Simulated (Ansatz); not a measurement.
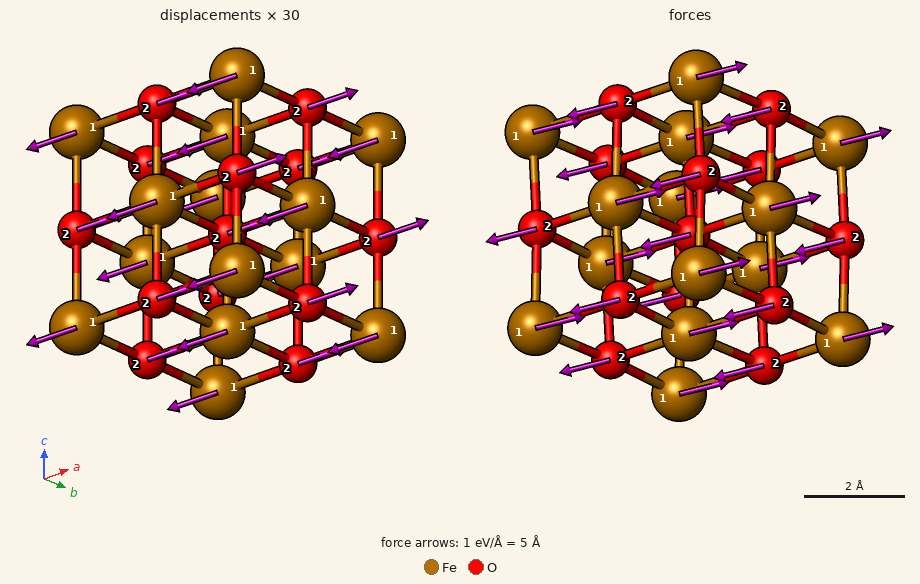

Left: solid FeO (built on the FeO-type type), with purple arrows for the displacements applied to it (without the part that the change of the cell carries along). Right: the displaced structure with the computed forces. Besides, the cell is strained by +2.7 % along [3 3 −2], −0.3 % along [2 0 3], −2.1 % along [2 −3 −1] (volume +0.2 %). Style: ball-and-stick. Shown: the conventional cell (4 times the calculation's cell), from a free direction. Lengths and directions refer to the drawn axes.

The calculation used Ansatz, DFT PBE, scalar-relativistic, plane waves, PAW. Settings: plane-wave cutoff 420 eV; k-point mesh 14 × 14 × 14; occupations gaussian; smearing width 0.05 eV; collinear spin.

> Describe the distortion and the response.

Atoms are displaced by 0.04 Å relative to the cell: Fe1 0.04 Å along [−3 −2 −1], O2 0.04 Å along [3 2 1]. No relaxation follows. Near-neighbour distances before and after: Fe–O 2.154 → 2.102 to 2.226 Å. The space group (tolerance 0.01 Å) goes from Fm-3m (No. 225) to P1 (No. 1). The energy rises by 6.4 meV per atom. The pressure goes from 0.0 to 0.0 GPa. The principal stresses (compression positive) are 1.7 GPa along [3 −3 −1], −0.1 GPa along [2 1 3], −1.7 GPa along [1 1 −1]. The largest forces, 0.22 eV/Å, act on Fe1 and O2; on Fe1 it points along [3 2 1]. The forces point straight back along the displacements (cosine −1.00). The absolute magnetisation stays at 4.01 μB per cell.
